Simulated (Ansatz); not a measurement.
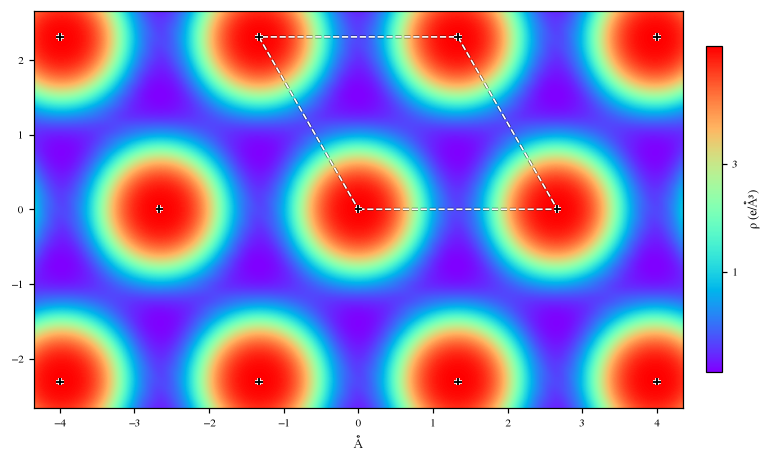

The valence electron density on a plane through atoms (crosses mark nuclei in the plane).

The calculation used DFT PBE, scalar-relativistic, plane waves, PAW in Ansatz.

Candidates:
A. Mo, a = 3.00 Å, b = 3.16 Å, c = 3.32 Å, α = 90.00°, β = 90.00°, γ = 90.00°. Space group Immm; changed on purpose from its base cell (strain +e along x and -e along y -0.0500, strain +e along z and -e/2 along x and y +0.0000); computed without spin polarisation; PAW files of the earlier set (soft_1).
B. Ir, a = 2.67 Å, b = 2.67 Å, c = 4.69 Å, α = 90.00°, β = 90.00°, γ = 120.00°. Space group P6₃/mmc; a structure from a database of computed crystals, not necessarily the ambient phase; computed pressure about 6 GPa in this cell; computed without spin polarisation; PAW files of the earlier set (soft_1).

**Which candidate gave the map?**

Candidate B: Ir on the (001) plane of the conventional cell, which holds Ir. Ir–Ir (2.67 Å): the density is about 0.49 e/Å³ at the midpoint.
